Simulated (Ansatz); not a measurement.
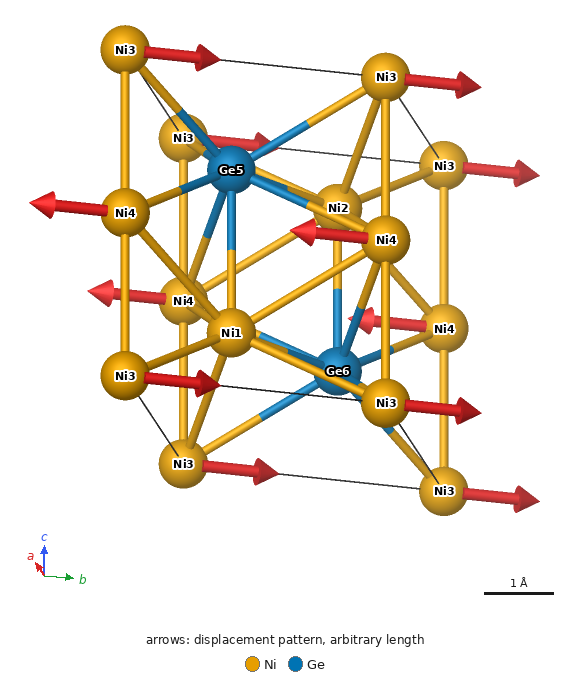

One vibrational mode of a crystal of Ni₂Ge at the zone centre. Displacements are drawn as red arrows; their common scale and sign are arbitrary. Style: ball-and-stick. Shown: the cell of the calculation, from a free direction.

Theory: Ansatz, DFT PBEsol, scalar-relativistic, plane waves, PAW.

Input file:
```yaml
crystal:
  lattice:
    - [3.9719628383, 0.0, 0.0]
    - [-1.9859814191, 3.4398207208, 0.0]
    - [0.0, 0.0, 5.014059427]
  atoms:
    - { symbol: Ni, position: [0.6666666667, 0.3333333333, 0.25] }
    - { symbol: Ni, position: [0.3333333333, 0.6666666667, 0.75] }
    - { symbol: Ni, position: [0.0, 0.0, 0.0] }
    - { symbol: Ni, position: [0.0, 0.0, 0.5] }
    - { symbol: Ge, position: [0.6666666667, 0.3333333333, 0.75] }
    - { symbol: Ge, position: [0.3333333333, 0.6666666667, 0.25] }
basis:
  ecutwfc: 420
kpoints:
  mp_grid: { grid: [12, 12, 10] }
hamiltonian:
  xc: pbesol
scf:
  occupations: { method: gaussian, width: 0.15 }
output:
  eigenvalues: true
phonons:
  method: fd
  supercell: [1, 1, 1]
  amplitude: 0.02
  eigenvectors: true
  dielectric: false
```

Command:
```bash
ansatz run input.yaml --threads 2 --pin off --max-ram 5120MiB --backend cpu --events-out ev --progress --plain --runs-dir out
```

Question: What mode is this, and where does it lie in the spectrum?

Answer: This is the E₂u mode (doubly degenerate; one member of the set is drawn) at 126 cm⁻¹, optical level 3 of 10, counted from below, silent by symmetry (neither infrared- nor Raman-active). The Ni (2d) and Ge atoms stay at rest; all motion is along b; atoms of one kind move against one another, with no net shift of their sublattice.

Limits of the set-up: an element that often carries a moment was run without spin polarisation.
